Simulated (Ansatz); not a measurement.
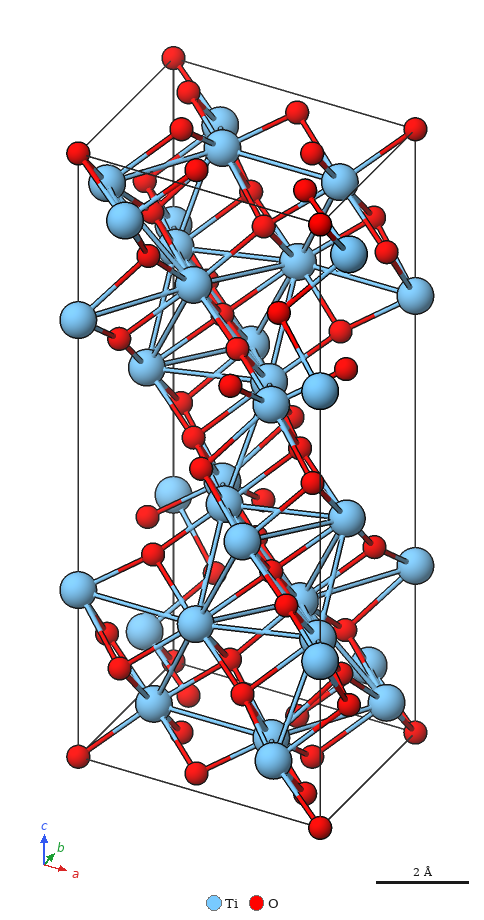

Crystal structure, ball-and-stick style, seen from a general direction. The box is the conventional unit cell; atoms on or close to its faces, edges and corners are drawn wherever they repeat. Some atoms of the next cells are drawn as well.

Ti$_{8}$O$_{13}$, space group R-3 (No. 148), a = 7.61 Å, b = 7.61 Å, c = 13.77 Å, α = 90.00°, β = 90.00°, γ = 120.00°.

Calculation details: DFT PBEsol, scalar-relativistic, plane waves, PAW in Ansatz 0.2.0; plane waves up to 420 eV, k-points about 0.18 Å⁻¹ apart, Gaussian smearing of 0.02 eV, no spin polarisation.

**How large a gap does the method give, if there is one?**

A semiconductor at this level, with a gap of 0.22 eV on the k-mesh (the true edges may lie between mesh points, so the gap can be somewhat smaller).

The initial geometry was a structure listed in the Materials Project. It was relaxed at fixed volume with Ansatz, DFT PBEsol, scalar-relativistic, plane waves, PAW.

At this level of theory the run's own cell isn't at rest (compressed, at 6 GPa), so its distances can differ from those at equilibrium, the more so the softer the solid.
